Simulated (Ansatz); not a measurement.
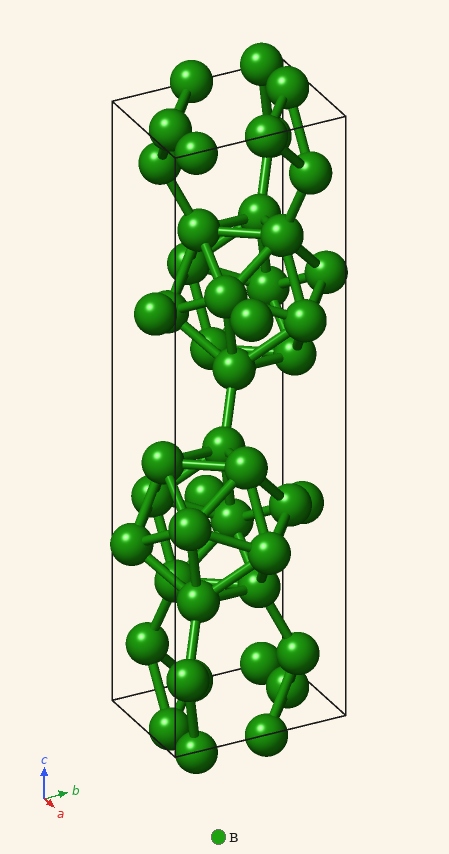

A ball-and-stick picture of a crystal structure, seen slightly off an axis. Thin lines show the conventional unit cell, with boundary atoms drawn in all their periodic places. Cell: a = 4.901 Å, b = 4.901 Å, c = 12.523 Å, α = 90.00°, β = 90.00°, γ = 120.00°.

Describe the crystal.

The element is boron. The symmetry is that of R-3m (No. 166), on a rhombohedral (trigonal R) lattice. The cell holds 36 atoms. B takes two kinds of site: 18h with six B at about 1.7 to 1.8 Å; 18h with five B at about 1.8 Å. The bonds build a three-dimensional framework.

The model was built from a structure type known for this element. It was relaxed at fixed volume with DFT r2SCAN, scalar-relativistic, plane waves, PAW in Ansatz.
